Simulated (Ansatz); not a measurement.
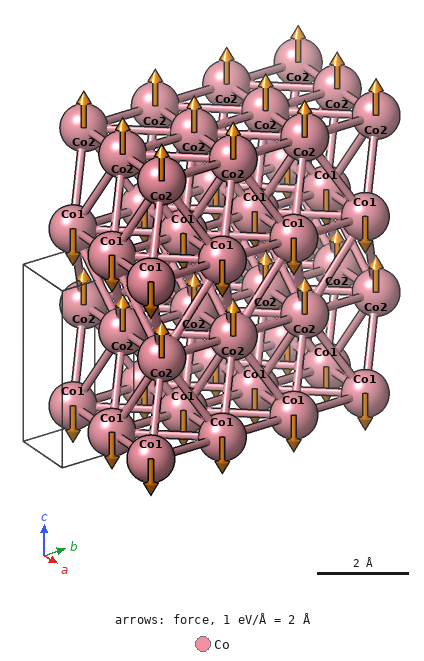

Starting geometry of solid Co (set up in P-3m1) (coarse preliminary run) with the computed forces as orange arrows. The picture is a ball-and-stick view of the cell of the calculation, repeated 3 × 4 × 2 with one cell outlined, seen slightly off an axis.

The calculation used DFT PBEsol, scalar-relativistic, plane waves, PAW (Ansatz 0.2.0). Settings: plane-wave cutoff 420 eV; k-point mesh 12 × 12 × 6; occupations gaussian; smearing width 0.1 eV; collinear spin; cell and atoms relaxed; force threshold 0.05 eV/Å; at most 80 steps.

Is this structure relaxed? If not, where do the atoms go?

Answer. It isn't relaxed: the largest force vector, on Co atoms, is 0.43 eV/Å. The atoms end up moving mostly along the starting forces (cosine between the two patterns 1.00). The energy falls by 51.9 meV per cell of the calculation in 3 accepted moves (4 points after the start). Largest force component: 0.43 eV/Å at the start, 0.0011 eV/Å at the end. The pressure goes from −8.81 to −0.17 GPa. At 1 point the geometry stayed and the basis and grid were re-selected for the new cell (energy shift of 1.0 meV per cell of the calculation at most each time). The largest moves relative to the cell, 0.039 Å, are those of Co1 and Co2. Co1 goes along −c. Cell: a = b 2.487 → 2.457 Å (−1.2 %), c 4.063 → 3.963 Å (−2.5 %). Volume −4.8 %. Among the contacts that change: Co1–Co2 2.554 → 2.437 Å, Co1–Co1 2.487 → 2.457 Å, Co1–Co2 (another image) 2.423 → 2.437 Å. The space group (tolerance 0.01 Å) goes from P-3m1 (No. 164) to P6_3/mmc (No. 194). Cost: 14 s on 1 thread of AMD EPYC 9R45 96-Core Processor (Zen 5), with other jobs on the host, peak memory 0.44 GiB.
